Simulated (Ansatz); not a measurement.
This input was run:

```
crystal:
  lattice:
    - [0.0, 2.721981104, 2.721981104]
    - [2.721981104, 0.0, 2.721981104]
    - [2.721981104, 2.721981104, 0.0]
  atoms:
    - { symbol: Na, position: [0.0, 0.0, 0.0] }
    - { symbol: Cl, position: [0.5, 0.5, 0.5] }
kpoints:
  mp_grid: { grid: [8, 8, 8] }
  band_path:
    path:
      - [0.0, 0.0, 0.0]
      - [0.5, 0.0, 0.5]
      - [0.625, 0.25, 0.625]
      - [0.375, 0.375, 0.75]
      - [0.5, 0.5, 0.5]
      - [0.5, 0.25, 0.75]
    npoints: 1
hamiltonian:
  xc: pbe
scf:
  occupations: { method: fermi_dirac, width: 0.02 }
  n_extra_bands: 4
output:
  forces: true
  stress: true
  eigenvalues: true
  write_density: true
  write_potential: true
  elf: true
  volumetric_format: npy
```

Launched with:
```bash
ansatz run input.yaml --threads 4 --pin off --max-ram 3686MiB --backend cpu --events-out ev --progress --plain --runs-dir out
```

What does the calculation give for the electronic structure?

There is a gap; over the k points computed it is 5.55 eV (direct among those points). The upper group of valence states starts about 2.3 eV under the valence-band top (which lies at −2.8 eV on this axis), with a gap beneath it; it holds about 6 electrons a cell. Within the window shown, the tallest peak of the filled states lies 0.5 eV under the valence-band top, at about 5.2 states per eV and cell.

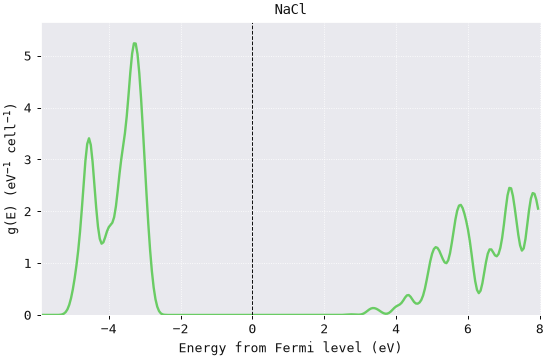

Density of states. Energies are counted from the Fermi level. The curve is built from the levels of the k mesh with Gaussians 0.3 eV wide, which also blur the band edges.
